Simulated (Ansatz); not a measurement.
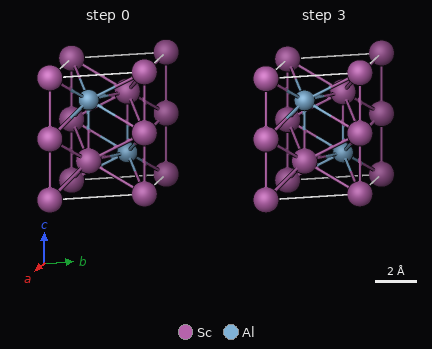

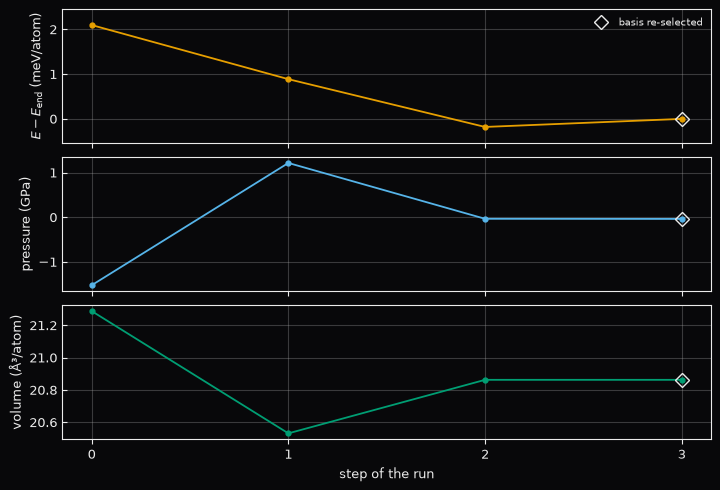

First and last geometry of a relaxation of solid Sc2Al (set up in P6_3/mmc), with the history of the run. Style: ball-and-stick. Shown: the cell of the calculation, slightly off an axis.

Case: dispersion relaxed: D3(BJ).

Computed with DFT r2SCAN+D3(BJ), scalar-relativistic, plane waves, PAW in Ansatz 0.2.0. Set-up: plane-wave cutoff 500 eV; k-point mesh 12 × 12 × 6; occupations gaussian; smearing width 0.1 eV; no spin polarisation; cell and atoms relaxed; force threshold 0.01 eV/Å; at most 60 steps.

> Did the run converge, and what did it change?

It converged. No atom moves by more than 0.005 Å relative to the cell. Cell: a = b 4.893 → 4.860 Å (−0.7 %), c 6.161 → 6.119 Å (−0.7 %). Volume −2.0 %. Among the contacts that change: Al–Sc 3.217 → 3.196 Å, Sc–Sc 3.217 → 3.196 Å, Sc–Sc 3.081 → 3.060 Å, Al–Sc 3.081 → 3.060 Å. The space group stays P6_3/mmc (No. 194). The energy falls by 2.1 meV per atom in 2 accepted moves (3 points after the start). All forces vanish by symmetry, so only the cell relaxes. The pressure goes from −1.52 to −0.04 GPa. The SCF was repeated once at an unchanged geometry on a basis and grid sized afresh for the cell, which shifted the energy by 0.2 meV per atom at most. Cost: 2.4 min on 1 thread of Oxide Virtual Turin-like Processor (Zen 5) (shared host), peak memory 0.86 GiB.
